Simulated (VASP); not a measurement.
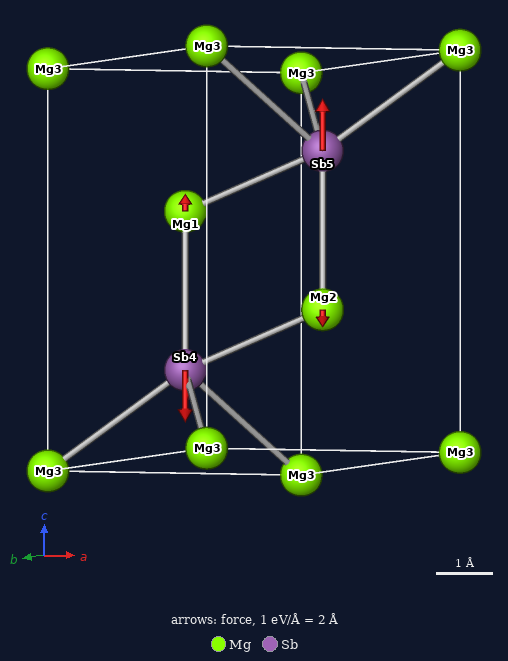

Starting geometry of solid Mg$_{3}$Sb$_{2}$ (set up in P-3m1) with the computed forces as red arrows. Style: ball-and-stick. Shown: the cell of the calculation, from a free direction.

The run lets cell and atoms move.

Level of theory: VASP 6.6.1, Kohn-Sham DFT of a periodic cell, PBEsol, VASP PAW PBE potentials, recommended.

The input:
```
SYSTEM = Mg3Sb2
PREC     = Accurate       ! precision mode
ENCUT    = 600            ! plane-wave cutoff, eV
EDIFF    = 1E-6           ! SCF threshold, eV
ISMEAR   = 0              ! smearing method
SIGMA    = 0.03           ! smearing width, eV
LREAL    = .False.        ! projectors in reciprocal space
LASPH    = .True.         ! aspherical terms in the spheres
NELM     = 80             ! most SCF steps
ALGO     = Normal         ! electronic algorithm
ISIF     = 3              ! what is computed and relaxed
LWAVE    = .False.        ! write WAVECAR
LCHARG   = .False.        ! write CHGCAR
GGA      = PS             ! functional
IBRION   = 2              ! ionic algorithm
NSW      = 90             ! ionic steps
EDIFFG   = -0.01          ! ionic threshold
```

Command:
```bash
cat potpaw_PBE.64/Mg/POTCAR potpaw_PBE.64/Sb/POTCAR > POTCAR
mpirun -np 1 vasp_std > vasp.out
```

> What follows when this structure is relaxed?

It isn't relaxed: the largest force vector, on Sb atoms, is 0.48 eV/Å. The atoms end up moving mostly along the starting forces (cosine between the two patterns 0.99). The largest moves relative to the cell, 0.082 Å, are those of Sb4 and Sb5. Sb5 goes along +c. By element the largest moves are Sb 0.082 Å, Mg 0.019 Å. Cell: a = b 4.582 → 4.552 Å (−0.6 %), c 7.244 → 7.182 Å (−0.8 %). Volume −2.1 %. Near-neighbour distances that change, for instance: Mg1–Sb4 2.861 → 2.938 Å, Mg3–Sb4 3.146 → 3.080 Å. The space group stays P-3m1 (No. 164). Over 5 geometry steps the energy falls by 8.7 meV per atom. Largest force component: 0.48 eV/Å at the start, 0.0078 eV/Å at the end. The pressure goes from −0.37 to 0.06 GPa.
